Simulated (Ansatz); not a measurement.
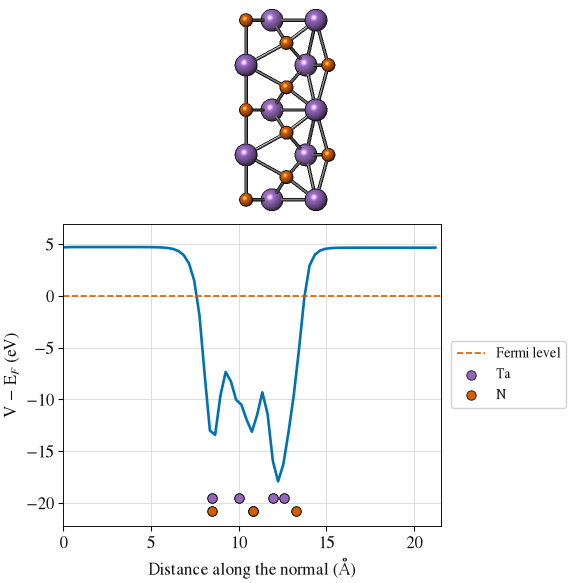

Plane-averaged electrostatic potential energy of an electron across the slab; circles at the bottom mark the heights of the atoms (positions after relaxation). The structure is drawn too.

Structure: a (100) slab cut from TaN (P6/mmm), ended by TaN planes, 16 atoms in the cell; a = 5.82 Å, b = 5.22 Å, c = 21.52 Å, α = 90.00°, β = 90.00°, γ = 90.00°.

Method: DFT PBE+D3(BJ), scalar-relativistic, plane waves, PAW, no spin polarisation, 5×6×1 k mesh, 420 eV cutoff (Ansatz 0.2.0).

### What is the work function?

The work function is 4.66 eV at the right face and 4.72 eV at the left.

### Do the two faces differ, and what does that say about the slab's dipole?

The vacuum levels differ by 0.06 eV, so the slab carries a dipole along its normal. Some atoms were held fixed in the relaxation, which can itself make the faces differ.

### How thick are slab and vacuum?

The outermost atoms are 4.8 Å apart, which leaves 16.7 Å of vacuum in a cell 21.5 Å high.

Spin-orbit coupling is left out, which matters for Ta.
